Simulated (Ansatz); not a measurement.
# Ta₄C₃: what the fields show

Input

```
crystal:
  lattice:
    - [4.4686060689, 0.0, 0.0]
    - [0.0, 4.4686060689, 0.0]
    - [0.0, 0.0, 4.4686060689]
  atoms:
    - { symbol: Ta, position: [0.0, 0.5, 0.5] }
    - { symbol: Ta, position: [0.5, 0.0, 0.5] }
    - { symbol: Ta, position: [0.5, 0.5, 0.0] }
    - { symbol: Ta, position: [0.0, 0.0, 0.0] }
    - { symbol: C, position: [0.5, 0.0, 0.0] }
    - { symbol: C, position: [0.0, 0.5, 0.0] }
    - { symbol: C, position: [0.0, 0.0, 0.5] }
basis:
  ecutwfc: 500
kpoints:
  mp_grid: { grid: [8, 8, 8] }
hamiltonian:
  xc: r2scan
scf:
  occupations: { method: gaussian, width: 0.1 }
output:
  forces: true
  stress: true
  eigenvalues: true
  write_density: true
  write_potential: true
  elf: true
  volumetric_format: npy
```

Run with:

```sh
ansatz run input.yaml --threads 2 --pin off --max-ram 5120MiB --backend cpu --events-out ev --progress --plain --runs-dir out
```

Below, planes, directions and counts refer to the conventional cell (a = 4.47 Å, b = 4.47 Å, c = 4.47 Å, α = 90.00°, β = 90.00°, γ = 90.00°).

Space group Pm-3m; a structure from a database of computed crystals, not necessarily the ambient phase; changed on purpose from its base cell (volume × 1.03); computed pressure about −9 GPa in this cell.

The calculation used Ansatz, DFT r2SCAN, scalar-relativistic, plane waves, PAW.

Core electrons are frozen (PAW), and the valence fields are smoothed inside the atomic spheres.

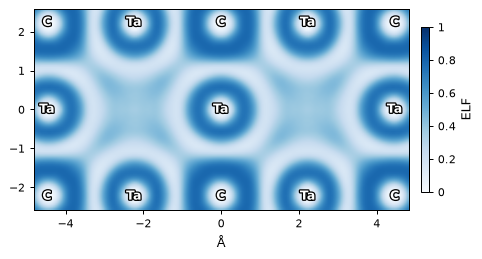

Figure 1. ELF on the (100) plane of the conventional cell.

Read the bonding off the picture.

Answer.
- The plane passes through Ta and C nuclei.
- Ta–C (2.23 Å): the ELF peaks at about 0.80 in the valence shell of C, 0.7 Å from its nucleus, and is about 0.20 at the midpoint.
- The features right at Ta lie inside the PAW spheres, where the map follows smoothed inner orbitals and isn't to be read closely.

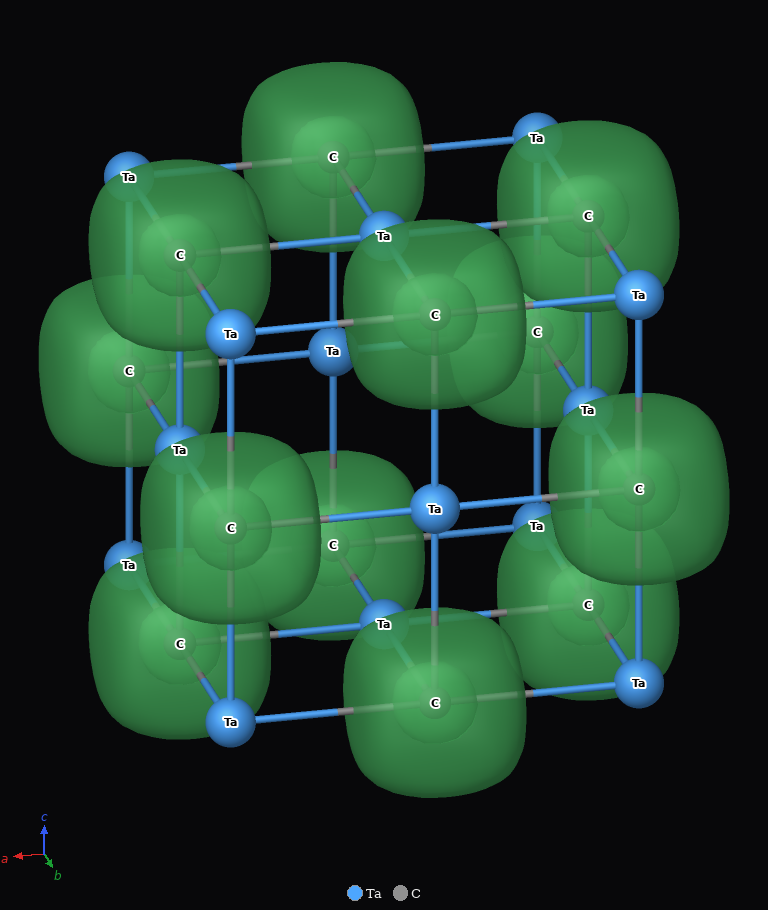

Figure 2. Isosurface of the electron localisation function at 0.6 (green), seen at an oblique angle. Core shells and regions of very low density are left out. Sticks mark near contacts.

Where are the electrons localised?

Answer. The ELF exceeds this value in three regions wrapped around C (the valence shell of each), counted in one cell of 7 atoms. Regions shared between cells count once.

Does the calculation give a band gap?

Answer. It is gapless in this calculation (a metal or semimetal).
